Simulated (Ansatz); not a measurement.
Consider Ti (slab).

```yaml
crystal:
  lattice:
    - [5.56029, 0.00000, 0.00000]
    - [-1.85343, 5.24229, 0.00000]
    - [0.00000, 0.00000, 21.27508]
  atoms:
    - { symbol: Ti, position: [0.25000, 0.25000, 0.18801] }
    - { symbol: Ti, position: [0.25000, 0.75000, 0.18801] }
    - { symbol: Ti, position: [0.75000, 0.25000, 0.18801] }
    - { symbol: Ti, position: [0.75000, 0.75000, 0.18801] }
    - { symbol: Ti, position: [0.00000, 0.00000, 0.28874] }
    - { symbol: Ti, position: [0.00000, 0.50000, 0.28874] }
    - { symbol: Ti, position: [0.50000, 0.00000, 0.28874] }
    - { symbol: Ti, position: [0.50000, 0.50000, 0.28874] }
    - { symbol: Ti, position: [0.25000, 0.25000, 0.38896] }
    - { symbol: Ti, position: [0.25000, 0.75000, 0.38896] }
    - { symbol: Ti, position: [0.75000, 0.25000, 0.38896] }
    - { symbol: Ti, position: [0.75000, 0.75000, 0.38896] }
```

Computed without spin polarisation.

Computed with Ansatz, DFT PBEsol, scalar-relativistic, plane waves, PAW.

### What can the converged valence pseudo-density and electron localisation function tell about the bonding?

Ti–Ti (2.68 Å): the density is about 0.24 e/Å³ at the midpoint; the ELF is about 0.20 at the midpoint: no localised pair shows between them.

### Does the calculation make it a metal, or give it a gap?

It is metallic or semimetallic at this level of theory: no gap opens.

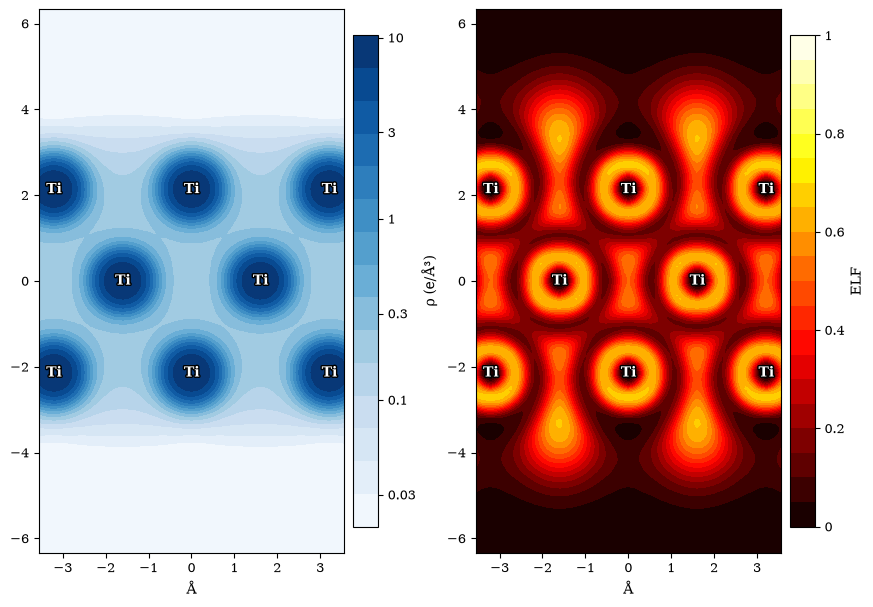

Computed valence pseudo-density and electron localisation function on the (11̄0) plane of the calculation cell, a cut from vacuum to vacuum, in this order. 

In a PAW calculation such maps are meaningful between the atoms, not at the nuclei.
